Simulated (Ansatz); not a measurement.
# One crystal, many levels of theory: MoSSe/WS2 (van der Waals superlattice) (P3m1)

Aim: the gap of MoSSe/WS2 (van der Waals superlattice) (P3m1) at several levels of theory on one structure, with the time that each takes.

Method: density functionals, hybrids and G0W0, plane waves, PAW, in Ansatz 0.2.0.

The structure was built from a prototype and need not be the compound's stable phase.

### 1. The structure

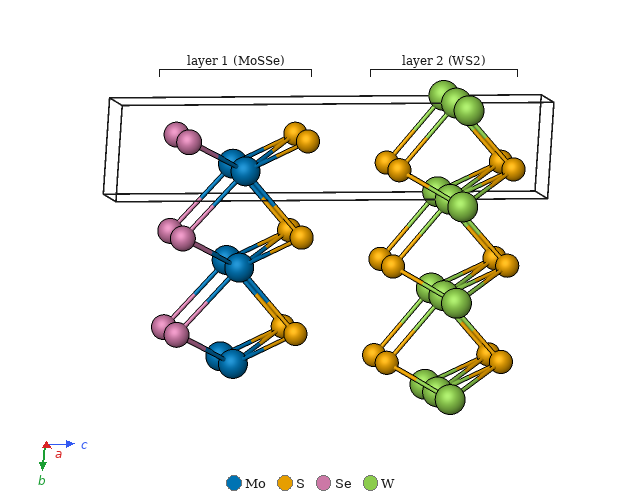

Start, viewed from the side, with the c axis across the page; molybdenum blue, sulfur orange, selenium pink, tungsten green. 2×3×1 cells are drawn. Bonds to atoms that aren't drawn are left out. Some periodic images of atoms are drawn too.

The structure was relaxed with PBEsol-D3(BJ). The runs that relaxed it are not among those shown. Spin-orbit coupling is left out unless a step names it.

The logs state that the PAW files were generated under PBE.

### 2. PBEsol on the 12×12×2 mesh

Levels along a band path and on the mesh show where this functional puts the band edges.

This step: DFT, PBEsol, plane waves, PAW; PAW set soft_1.

input.yaml

```yaml
crystal:
  lattice:
    - [3.1465192881, 0.0, 0.0]
    - [-1.573259644, 2.724965637, 0.0]
    - [0.0, 0.0, 11.7951878716]
  atoms:
    - { symbol: Mo, position: [0.3333333333, 0.6666666667, 0.260223358] }
    - { symbol: S, position: [0.6666666667, 0.3333333333, 0.3902662223] }
    - { symbol: Se, position: [0.6666666667, 0.3333333333, 0.1150677766] }
    - { symbol: W, position: [0.0, 0.0, 0.7488498471] }
    - { symbol: S, position: [0.3333333333, 0.6666666667, 0.880967243] }
    - { symbol: S, position: [0.3333333333, 0.6666666667, 0.6165968216] }
kpoints:
  mp_grid: { grid: [12, 12, 2] }
  band_path:
    path:
      - [[0.0, 0.0, 0.0], [0.5, 0.0, 0.0], [0.33333333, 0.33333333, 0.0], [0.0, 0.0, 0.0], [0.0, 0.0, 0.5], [0.5, 0.0, 0.5], [0.33333333, 0.33333333, 0.5], [0.0, 0.0, 0.5]]
      - [[0.5, 0.0, 0.5], [0.5, 0.0, 0.0]]
      - [[0.33333333, 0.33333333, 0.5], [0.33333333, 0.33333333, 0.0]]
    npoints: 10
hamiltonian:
  xc: pbesol
  pseudopotentials: { kind: paw, azcp: { folder: soft_1 }, xc_functional: pbe }
scf:
  occupations: { method: fermi_dirac, width: 0.02 }
  n_extra_bands: 6
output:
  eigenvalues: true
  forces: true
  stress: true
  write_density: true
  write_potential: true
  elf: true
  volumetric_format: npy
```

Launch:

```
> ansatz run input.yaml --threads 2 --pin off --max-ram 92160MiB --backend cuda --events-out ev --progress --plain --runs-dir out --devices 1 --max-vram 13GiB
```

Numbers of over 12 decimals in the logs are rounded to 6 here.

Log:

```text
scf.n_extra_bands = 6 over 31 filled bands (N_el = 62.0): the run solves 37 bands
GPUs: using 1 of 1 available (devices: 1).
Engine: ansatz 0.2.0, x86_64-unknown-linux-gnu
Pseudopotentials: kind: paw
Pseudopotential: Mo, paw, valence charge 14, recommended cutoff 420 eV (normal), soft_1/Mo.paw.azcp
Pseudopotential: S, paw, valence charge 6, recommended cutoff 420 eV (normal), soft_1/S.paw.azcp
Pseudopotential: Se, paw, valence charge 16, recommended cutoff 420 eV (normal), soft_1/Se.paw.azcp
Pseudopotential: W, paw, valence charge 14, recommended cutoff 420 eV (normal), soft_1/W.paw.azcp
Functional definition: PBEsol
  exchange = pbesol_x
  correlation = pbesol_c
device memory: the entry about to start is reckoned to put 2.8 GiB on a device that reports 64.5 GiB free (of which the cap on the GPU budget leaves the run 13.0 GiB)
GPU FFT provider: cuFFT
GPU libraries: cuBLAS 13.8.2, cuFFT 12.4.0, cuSOLVER 12.3.4
Crystal: 6 atoms, lattice volume = 101.134 Å³
Basis set: ecut = 420 eV, 1971 PW (Γ), exchange–correlation on 48×48×160 points (8 copies of the dense FFT grid, shifted against one another)
Bands: 37, of which v1, the nominal top of the filled ones, is band 31 counted from 1 (30 counted from 0)
Symmetry: 6 space group operations
Space group: P3m1 (ITA 156), of the structure as read, at distance tolerance 4.7e-5 Å
k-points: 38 of 288 (time reversal used)
Non-local potential: Mo, projectors of the file, l = 0: 3, l = 1: 2, l = 2: 2, l = 3: 1
Non-local potential: S, projectors of the file, l = 0: 2, l = 1: 2, l = 2: 1
Non-local potential: Se, projectors of the file, l = 0: 2, l = 1: 2, l = 2: 3, l = 3: 1
Non-local potential: W, projectors of the file, l = 0: 3, l = 1: 2, l = 2: 2, l = 3: 1
PAW form: soft (Blöchl's): semilocal exchange-correlation on the pseudo side does not see the compensation charge
PAW frozen core: Mo, regenerated for the run's functional, and the local potential with it (the file was generated under x = pbe(κ = 0.804, μ = 0.219515), c = pbe(β = 0.066725))
PAW frozen core: S, regenerated for the run's functional, and the local potential with it (the file was generated under x = pbe(κ = 0.804, μ = 0.219515), c = pbe(β = 0.066725))
PAW frozen core: Se, regenerated for the run's functional, and the local potential with it (the file was generated under x = pbe(κ = 0.804, μ = 0.219515), c = pbe(β = 0.066725))
PAW frozen core: W, regenerated for the run's functional, and the local potential with it (the file was generated under x = pbe(κ = 0.804, μ = 0.219515), c = pbe(β = 0.066725))
PAW one-centre angular grid: Mo, 590 points (default); XC on 64 Gauss nodes
PAW one-centre angular grid: S, 110 points (default); XC on 64 Gauss nodes
PAW one-centre angular grid: Se, 590 points (default); XC on 64 Gauss nodes
PAW one-centre angular grid: W, 590 points (default); XC on 64 Gauss nodes
Initial density: superposition of atomic densities (chi_scale 0.1, normalization cell, long waves kept (reshape's long-wave potential 0.70 eV rms))
Initial wavefunctions: pseudopotential atomic-orbital guess
GPU buffer pool allocated for 46080 grid points (all kernels)
GPU transforms: local potential and band sums: pruned to the plane-wave sphere, on 24×24×80
Functional: x = pbesol(κ = 0.804, μ = 0.123457), c = pbesol(β = 0.046)
SCF iter   1: F=—  HF=-23240.874388 eV  |F-HF|=—  |Δ(HF+E_count)|=         —  Δρ=4.83e-2  dr2=9.91e0  ethr=3.10e-3  ⟨swp⟩=9.3  Hψ=7145  notcnv=0
preconditioner: auto → Resta (q_TF=auto, 2.515 Å⁻¹)  ε∞=8.2  [insulator: Δε(μ)=0.113 eV  Ē_g=8.253 eV  σ=0.020 eV  W_gap=0.55  n_scr=26 (ndim 8)  ℏωp=22.2 eV  f_vac=0.000  D(μ)=2.19/eV (n_scr^D=6)  ε∞_Penn≈8.2]
SCF iter   2: F=—  HF=-23239.651016 eV  |F-HF|=—  |Δ(HF+E_count)|=    1.22e0  Δρ=2.71e-2  dr2=2.72e0  ethr=3.10e-3  ⟨swp⟩=2.9  Hψ=2464  notcnv=0  defer=19
SCF iter   3: F=—  HF=-23239.117962 eV  |F-HF|=—  |Δ(HF+E_count)|=   5.33e-1  Δρ=5.26e-3  dr2=1.49e-1  ethr=3.10e-3  ⟨swp⟩=3.1  Hψ=3198  notcnv=0  defer=38
SCF iter   4: F=—  HF=-23239.096262 eV  |F-HF|=—  |Δ(HF+E_count)|=   2.17e-2  Δρ=1.91e-3  dr2=2.30e-2  ethr=2.40e-4  ⟨swp⟩=3.8  Hψ=3050  notcnv=0  defer=19
SCF iter   5: F=—  HF=-23239.091954 eV  |F-HF|=—  |Δ(HF+E_count)|=   4.31e-3  Δρ=6.46e-4  dr2=2.19e-3  ethr=3.71e-5  ⟨swp⟩=3.6  Hψ=2238  notcnv=0  defer=19
SCF iter   6: F=—  HF=-23239.091492 eV  |F-HF|=—  |Δ(HF+E_count)|=   4.62e-4  Δρ=2.06e-4  dr2=2.25e-4  ethr=3.53e-6  ⟨swp⟩=2.2  Hψ=2721  notcnv=0  defer=19
SCF iter   7: F=—  HF=-23239.091443 eV  |F-HF|=—  |Δ(HF+E_count)|=   4.89e-5  Δρ=1.10e-4  dr2=3.67e-5  ethr=3.62e-7  ⟨swp⟩=2.0  Hψ=2648  notcnv=0  defer=19
SCF iter   8: F=—  HF=-23239.091549 eV  |F-HF|=—  |Δ(HF+E_count)|=   1.06e-4  Δρ=3.64e-5  dr2=3.01e-6  ethr=5.92e-8  ⟨swp⟩=2.0  Hψ=2469  notcnv=0  defer=19
SCF iter   9: F=—  HF=-23239.091550 eV  |F-HF|=—  |Δ(HF+E_count)|=   1.11e-7  Δρ=9.02e-6  dr2=1.13e-7  ethr=4.86e-9  ⟨swp⟩=2.0  Hψ=1887  notcnv=0  defer=19
SCF iter  10: F=-23239.091550 eV  HF=-23239.091550 eV  |F-HF|=1.68e-9  |Δ(HF+E_count)|=   4.51e-8  Δρ=2.16e-6  dr2=8.25e-9  ethr=1.61e-10  ⟨swp⟩=14.7  Hψ=11357  notcnv=0
SCF 1 converged in 10 iterations: F = -23239.091550 eV  dr2 = 8.25e-9
[...]
device memory: the entry about to start is reckoned to put 1.3 GiB on a device that reports 65.2 GiB free (of which the cap on the GPU budget leaves the run 13.0 GiB)
NSCF: frozen V_eff on 93 k-points
SCF converged after 10 iterations
Free energy (F): -23239.091550 eV
Harris-Foulkes:  -23239.091550 eV  (|F-HF|=1.68e-9)
Internal energy: -23239.091550 eV  (E = F + TS)
E sigma→0 (E₀):  -23239.091550 eV
Entropy (-TS):   -0.000000 eV (-0.000 meV/atom)
Fermi energy:    13.554983 eV
--- Per-component energies (eV) ---
  E_band       = -603.051059
  E_kinetic    = 1279.898132
  E_local      = -6397.334518  (includes V_loc(G=0)·N_el)
  E_nonlocal   = -120.761774
  E_hartree    = 2986.085218
  E_xc         = -793.746405
  E_vxc        = -793.812570  (∫ρ·V_xc dr)
  E_paw        = -15468.632073  (= ΣΔE_a)
  E_vpaw       = -543.209471  (= ΣTr[D̂ρ^β])
  E_aug_tail   = -0.000165  (compensation charges beyond the density's cutoff)
  E_ewald      = -4726.225422
  E_core_change = 1.625458  (= ΣΔE_core)
  E_smearing   = -0.000000  (= −TS)
  E_closure    = 0.000000  (closes the sum)
  Σ components = -23239.091550   (vs F -23239.091550, Δ=0.00e0)
--- Forces (eV/Å), atoms counted from 1 ---
  atom   1  Mo    -0.00000000    -0.00000000    -0.00543498
  atom   2  S      0.00000000    -0.00000000    -0.00862784
  atom   3  Se     0.00000000    -0.00000000     0.01142850
  atom   4  W     -0.00000000     0.00000000     0.00405065
  atom   5  S      0.00000000     0.00000000    -0.01716245
  atom   6  S      0.00000000     0.00000000     0.01573837
  max |Σ_I F_I| component: 7.74e-6 eV/Å
--- Stress (GPa, compression-positive) ---
        4.138406      -0.000000       0.000000
       -0.000000       4.138406      -0.000000
        0.000000      -0.000000       4.270677
  P = ⅓ Tr σ = 4.1825 GPa (41.825 kbar)
--- Band table (eV; the first three rows and the last of 38) ---
  k-point 0: bands = [... 27 lower, 11.3471, 11.5649, 12.2773, 13.3110, 15.2517, 15.2517, 15.4171, 15.4171, ... 2 higher]
  k-point 1: bands = [... 27 lower, 11.3458, 11.3458, 12.7880, 13.2226, 15.2476, 15.2476, 15.4102, 15.4102, ... 2 higher]
  k-point 2: bands = [... 27 lower, 11.1995, 11.6082, 12.3251, 13.0246, 15.2251, 15.2732, 15.2860, 15.3732, ... 2 higher]
  k-point 37: bands = [... 27 lower, 9.9694, 10.0452, 12.4017, 12.4461, 14.2932, 14.3122, 14.9097, 15.1414, ... 2 higher]
```

It took 7.5 s on 1 × NVIDIA H100 80GB HBM3 (shared by 6 runs) with 2 threads of AMD EPYC 7R13 (Zen 3), shared host; peak memory 1 GiB; 9.1 s of CPU time.

Reading the cycles: dr2 is the Hartree energy of the density residual (eV), the measure of convergence; HF is the Harris–Foulkes estimate of the energy, which meets the free energy F at convergence.

This step gave:

* pressure: 4.182 GPa
* filled bands: 31
* gap: 0.5084 eV
* valence top at: Γ
* conduction bottom at: k = (0.200, 0.200, 0.000)
* least direct gap: 1.847 eV

Over mesh and path the gap is 0.508 eV, from k = Γ to k = (0.200, 0.200, 0.000). The least direct gap found is 1.847 eV, at k = (0.333, 0.333, 0.500). The pressure in this cell is 4 GPa; the cell is kept.

### 3. PBEsol+SOC on the 12×12×2 mesh

This run has two-component orbitals with spin-orbit coupling.

This step: DFT, PBEsol with spin-orbit coupling, plane waves, PAW; PAW set soft_1.

input.yaml

```yaml
crystal:
  lattice:
    - [3.1465192881, 0.0, 0.0]
    - [-1.573259644, 2.724965637, 0.0]
    - [0.0, 0.0, 11.7951878716]
  atoms:
    - { symbol: Mo, position: [0.3333333333, 0.6666666667, 0.260223358] }
    - { symbol: S, position: [0.6666666667, 0.3333333333, 0.3902662223] }
    - { symbol: Se, position: [0.6666666667, 0.3333333333, 0.1150677766] }
    - { symbol: W, position: [0.0, 0.0, 0.7488498471] }
    - { symbol: S, position: [0.3333333333, 0.6666666667, 0.880967243] }
    - { symbol: S, position: [0.3333333333, 0.6666666667, 0.6165968216] }
kpoints:
  mp_grid: { grid: [12, 12, 2] }
  band_path:
    path:
      - [0.0, 0.0, 0.0]
      - [0.5, 0.0, 0.0]
      - [0.33333333, 0.33333333, 0.0]
      - [0.0, 0.0, 0.5]
      - [0.5, 0.0, 0.5]
      - [0.33333333, 0.33333333, 0.5]
      - [0.199999998, 0.199999998, 0.0]
    npoints: 1
hamiltonian:
  xc: pbesol
  pseudopotentials: { kind: paw_fr, azcp: { folder: soft_1 }, xc_functional: pbe }
scf:
  occupations: { method: fermi_dirac, width: 0.02 }
  n_extra_bands: 12
magnetization:
  noncollinear: true
  spin_orbit: true
output:
  eigenvalues: true
  forces: true
  stress: true
```

Log:

```text
[...]
GPUs: using 1 of 1 available (devices: 1).
[...]
non-collinear run that drives no moment, with spin-orbit: no starting moment large enough to seed its density (crystal.atoms[].spin), no starting occupations that ask for one, no magnetisation constraint and no magnetic field, so the semilocal B_xc is pinned to zero
[...]
GPU FFT provider: cuFFT
GPU libraries: cuBLAS 13.8.2, cuFFT 12.4.0, cuSOLVER 12.3.4
Crystal: 6 atoms, lattice volume = 101.134 Å³
Basis set: ecut = 420 eV, 1971 PW (Γ), exchange–correlation on 48×48×160 points (8 copies of the dense FFT grid, shifted against one another)
Bands: 74, of which v1, the nominal top of the filled ones, is band 62 counted from 1 (61 counted from 0)
Symmetry: 6 space group operations + 6 with time reversal
[...]
k-points: 38 of 288 (time reversal used)
[...]
atom   2  S      0.00000000    -0.00000000    -0.00759105
  atom   3  Se     0.00000000    -0.00000000     0.00627086
  atom   4  W     -0.00000000     0.00000000     0.00303372
  atom   5  S      0.00000000     0.00000000    -0.01644840
  atom   6  S      0.00000000     0.00000000     0.01619255
  max |Σ_I F_I| component: 7.35e-5 eV/Å
--- Stress (GPa, compression-positive) ---
        4.113973      -0.000000       0.000000
       -0.000000       4.113973      -0.000000
        0.000000      -0.000000       4.283505
  P = ⅓ Tr σ = 4.1705 GPa (41.705 kbar)
--- Band table (eV; the first three rows and the last of 38) ---
  k-point 0: bands = [... 58 lower, 12.2749, 12.2749, 13.3226, 13.3226, 15.1838, 15.1838, 15.2575, 15.2575, ... 8 higher]
  k-point 1: bands = [... 58 lower, 12.7971, 12.7971, 13.2307, 13.2307, 15.1880, 15.1880, 15.2517, 15.2517, ... 8 higher]
  k-point 2: bands = [... 58 lower, 12.3121, 12.3343, 13.0355, 13.0359, 15.1343, 15.1564, 15.2254, 15.2516, ... 8 higher]
  k-point 37: bands = [... 58 lower, 12.2465, 12.3211, 12.4846, 12.6656, 14.2476, 14.2816, 14.3038, 14.3206, ... 8 higher]
[key lines of the parts left out:]
SCF converged after 15 iterations
Magnetization: |M| = 0.0000 μB,  M = (+0.0000, +0.0000, +0.0000) μB
Free energy (F): -23264.535523 eV
Fermi energy:    13.556520 eV
```

Wall time 16 s (1 × NVIDIA H100 80GB HBM3 (shared by 6 runs) with 2 threads); peak memory 1.1 GiB.

This step gave:

* pressure: 4.170 GPa
* gap: 0.4481 eV
* valence top at: Γ
* conduction bottom at: k = (0.200, 0.200, 0.000)
* least direct gap: 1.582 eV

Over mesh and listed points the gap is 0.448 eV, from k = Γ to k = (0.200, 0.200, 0.000). The least direct gap found is 1.582 eV, at k = (0.333, 0.333, 0.500). The pressure in this cell is 4 GPa; the cell is kept. PBEsol+SOC against PBEsol: 0.448 − 0.508 = −0.060 eV, with the same mesh, set of files (read in its fully relativistic form for the spin-orbit run) and cutoff, and both edges at the same k points. The spin-orbit run sees mesh and listed points alone, so its gap is an upper bound: the coupling can move an edge off these points, the more so as this crystal has no centre of inversion, and the change over the zone, its sign included where it is small, is not known.

### 4. HSE06 on the 6×6×2 mesh

HSE06 mixes in a quarter of exact exchange at short range.

This step: DFT, HSE06, plane waves, PAW; PAW set soft_1.

input.yaml: that of step 3 with these lines changed.

```diff
@@ -13,3 +13,3 @@
 kpoints:
-  mp_grid: { grid: [12, 12, 2] }
+  mp_grid: { grid: [6, 6, 2] }
   band_path:
@@ -25,13 +25,8 @@
 hamiltonian:
-  xc: pbesol
-  pseudopotentials: { kind: paw_fr, azcp: { folder: soft_1 }, xc_functional: pbe }
+  xc: hse06
+  pseudopotentials: { kind: paw, azcp: { folder: soft_1 } }
 scf:
-  occupations: { method: fermi_dirac, width: 0.02 }
-  n_extra_bands: 12
-magnetization:
-  noncollinear: true
-  spin_orbit: true
+  occupations: { method: fixed }
+  n_extra_bands: 6
 output:
   eigenvalues: true
-  forces: true
-  stress: true
```

Log:

```text
[...]
GPUs: using 1 of 1 available (devices: 1).
[...]
davidson cushion auto → on  (no smearing: the cushion is to keep the highest requested band from converging to the state above it; pin scf.eigensolver.cushion to override)
[...]
GPU FFT provider: cuFFT
GPU libraries: cuBLAS 13.8.2, cuFFT 12.4.0, cuSOLVER 12.3.4
Crystal: 6 atoms, lattice volume = 101.134 Å³
Basis set: ecut = 420 eV, 1971 PW (Γ)
[...]
Fermi energy:    13.109153 eV
[...]
--- Band table (eV; the first three rows and the last of 14) ---
  k-point 0: bands = [... 27 lower, 10.9597, 11.2130, 11.8516, 13.1092, 15.7145, 15.7145, 15.8388, 15.8388, ... 2 higher]
  k-point 1: bands = [... 27 lower, 10.9580, 10.9580, 12.5184, 12.9788, 15.7056, 15.7056, 15.8513, 15.8513, ... 2 higher]
  k-point 2: bands = [... 27 lower, 10.5108, 11.2226, 11.6195, 12.0220, 14.9247, 15.3591, 15.6386, 15.8287, ... 2 higher]
  k-point 13: bands = [... 27 lower, 9.2656, 9.4083, 12.1610, 12.2010, 14.5534, 14.5869, 15.4017, 15.6544, ... 2 higher]
[key lines of the parts left out:]
Free energy (F): -23527.695494 eV
```

Run time: 37 s. Hardware: 1 × NVIDIA H100 80GB HBM3 (shared by 6 runs) with 2 threads; peak memory 1.4 GiB.

Numbers from this step:

```yaml
gap: 1.024 eV
valence_top_at: Γ
conduction_bottom_at: k = (0.200, 0.200, 0.000)
least_direct_gap: 2.352 eV
exact_exchange_fraction: 0.25
```

Over mesh and listed points the gap is 1.024 eV, from k = Γ to k = (0.200, 0.200, 0.000). The least direct gap found is 2.352 eV, at k = (0.333, 0.333, 0.500). On the 6×6×2 mesh alone the same run gives 1.047 eV, so that mesh misses an edge of HSE06: 1.047 − 1.024 = +0.023 eV. HSE06 against PBEsol: 1.024 − 0.508 = +0.516 eV. The runs also differ in mesh (12×12×2 and 6×6×2), so how much of this comes from the functional alone is not known. The program's warnings for this run: metallic iterate.

### 5. G0W0@PBEsol, 9×9×2 mesh, 421 empty bands, screening to 150 eV, PAW set soft_1 files

G0W0 replaces the xc potential by a self-energy built once from the orbitals of the start. Levels are corrected in the window of bands that the input names, at points of the mesh.

This step: G0W0 on PBEsol, plane waves, PAW; PAW set soft_1.

input.yaml

```yaml
crystal:
  lattice:
    - [3.1465192881, 0.0, 0.0]
    - [-1.573259644, 2.724965637, 0.0]
    - [0.0, 0.0, 11.7951878716]
  atoms:
    - { symbol: Mo, position: [0.3333333333, 0.6666666667, 0.260223358] }
    - { symbol: S, position: [0.6666666667, 0.3333333333, 0.3902662223] }
    - { symbol: Se, position: [0.6666666667, 0.3333333333, 0.1150677766] }
    - { symbol: W, position: [0.0, 0.0, 0.7488498471] }
    - { symbol: S, position: [0.3333333333, 0.6666666667, 0.880967243] }
    - { symbol: S, position: [0.3333333333, 0.6666666667, 0.6165968216] }
kpoints:
  mp_grid: { grid: [9, 9, 2] }
hamiltonian:
  xc: pbesol
  pseudopotentials: { kind: paw, azcp: { folder: soft_1 }, xc_functional: pbe }
scf:
  occupations: { method: fixed }
gw:
  n_empty_bands: 421
  ecut_chi: 150.0
  qp_bands: [v2, c2]
  qp_kpoints: band_edges
  screening: { model: contour_deformation }
```

Log:

```text
GPUs: using 1 of 1 available (devices: 1).
[...]
GPU FFT provider: cuFFT
GPU libraries: cuBLAS 13.8.2, cuFFT 12.4.0, cuSOLVER 12.3.4
Crystal: 6 atoms, lattice volume = 101.134 Å³
Basis set: ecut = 420 eV, 1971 PW (Γ)
Bands: 38, of which v1, the nominal top of the filled ones, is band 31 counted from 1 (30 counted from 0)
Symmetry: 6 space group operations
[...]
k-points: 24 of 162 (time reversal used)
[...]
1    33     15.2476   -13.6794    -4.2913   -18.2572  0.7584    15.5354    15.5342  root
[...]
23    30     12.4016   -19.0223     0.4024   -18.6576  0.7473    12.4394    12.4394  root
    23    31     12.4462   -19.0606     0.3682   -18.5746  0.7627    12.3283    12.3284  root
    23    32     14.2932   -15.7949    -3.8735   -19.9704  0.7623    14.5961    14.5951  root
    23    33     14.3121   -16.0610    -4.1446   -20.6376  0.7397    14.7469    14.7440  root
[key lines of the parts left out:]
SCF converged after 10 iterations
Free energy (F): -23239.091375 eV
Fermi energy:    13.310992 eV
```

It took 2.2 min on 1 × NVIDIA H100 80GB HBM3 (shared by 6 runs) with 2 threads; peak memory 2.4 GiB.

This step gave:

```
bands summed                                    : 452
RPA ε∞ on this mesh (eigenvalues)               : 9.028, 15.67, 15.67
plane waves in the screening matrix             : 413
G0W0 gap over the corrected points              : 1.009 eV
k of the valence top                            : 0, 0, 0
k of the conduction bottom                      : 0.1111, 0.2222, 0
starting gap on the mesh                        : 0.6087 eV
Z at the valence top                            : 0.7548
Z at the conduction bottom                      : 0.7609
least direct G0W0 gap over the corrected points : 2.156 eV
```

Over 17 of 24 irreducible mesh points the G0W0 gap is 1.009 eV, from k = Γ to k = (0.111, 0.222, 0.000). The PBEsol gap of this run on the mesh is 0.609 eV. The two states that bound the G0W0 gap lie that far apart at the start, so the correction of the gap is 1.009 − 0.609 = +0.400 eV. The program's warnings for this run: metallic iterate.

(Part 1 of 2 ends here.)

[Paths, hosts, dates, memory and timing lines, banners, echoed tables and standing remarks are left out of the program output.]

[Logs are printed without paths, hosts, clocks, repeated set-up lines and the standing remarks that a program may print on its own settings, such as how far it seeks lower states.]

[Runs of the session that timed out or met a known fault of the program may be left out.]

[Cells called generated may have been cut or substituted from an entry of the Crystallography Open Database or the Materials Project.]

[Hosts, paths, dates, database ids (printed as entryN), source tags and the programs' standing remarks are cut or masked in the printed files.]

[Where an RPA ε∞ is given, it is that of the G0W0 mesh and is not shown converged in it. Names of k-points follow the symmetry that the program found, which can be lower than the space group named. Band edges on a path are those of the sampled points; other points can move an edge, and change direct to indirect where valleys lie close.]

[Hybrid gaps are those of their k-mesh and are not shown converged in it.]
